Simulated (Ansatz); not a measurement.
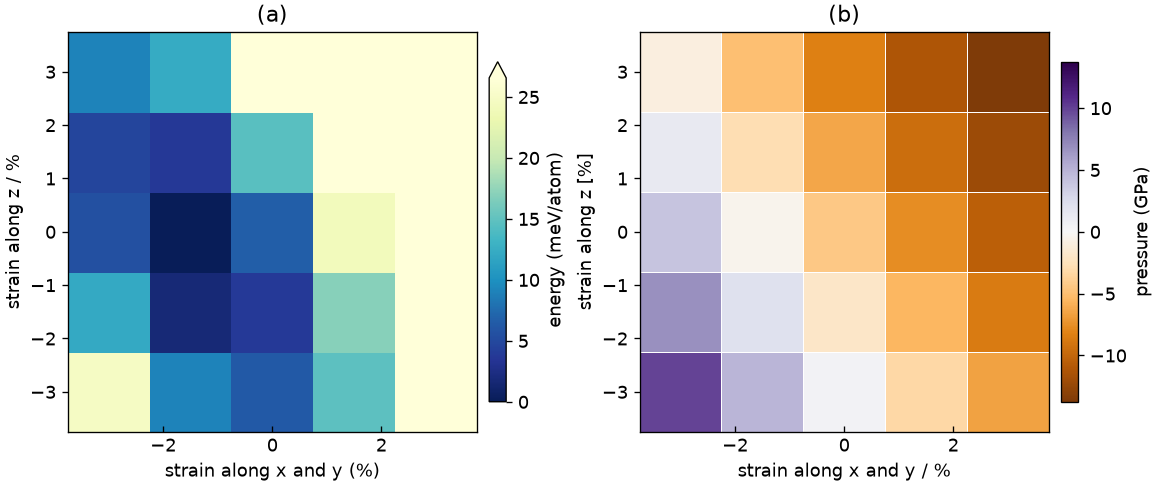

TiSi (Cmmm, No. 65; 2 atoms in the cell). The cell is strained homogeneously, by one strain along x and y and another along z, with fractional coordinates fixed (x along [1 0 0], z along [0 0 1] of the conventional cell). Coordinates scanned: (1) strain along x and y; (2) strain along z. The scan uses a 5 × 5 grid. All energies are given in meV/atom relative to the lowest grid point. The reference cell is the one listed in the database, not relaxed at this level. Level of theory: DFT PBEsol, scalar-relativistic, plane waves, PAW in Ansatz 0.2.0. Settings: cutoff 420 eV, k-mesh 18×18×12 in the order of the run's cell vectors, gaussian smearing 0.15 eV, no spin polarisation.

Panel (a) is the energy; panel (b) is the computed pressure, in GPa.

In the figure: one coloured cell a grid point, one colour for all values above the top of the scale.

How does the pressure vary over the map, and what is it at the lowest grid point?

Answer. It runs from −13.7 GPa at strain along x and y = 3.0 %, strain along z = 3.0 % to 10.0 GPa at strain along x and y = −3.0 %, strain along z = −3.0 %. At the lowest grid point, strain along x and y = −1.5 %, strain along z = 0.0 %, it is −0.5 GPa.
